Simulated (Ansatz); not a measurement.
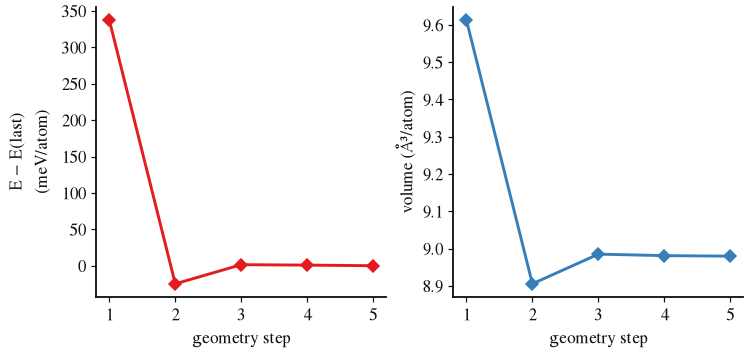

History of a geometry optimisation. NbH (I4/mmm, 2 atoms in the cell); Ansatz 0.2.0, DFT LDA, scalar-relativistic, plane waves, PAW; cutoff 210 eV, 2×2×2 k-mesh, Methfessel–Paxton smearing of 0.1 eV. Atoms and cell relax. A closing SCF on a freshly chosen basis isn't drawn.

It had not finished: it stopped at geometry 5. The energy fell by about 340 meV/atom from the first step to the last, with a rise at step 3. The target is 5 GPa, so the enthalpy and not the energy is minimised. All forces vanish by symmetry, so only the cell moves. The volume shrinks from 9.61 to 8.98 Å³ per atom (−6.6 %), overshooting to 8.91 at step 2.
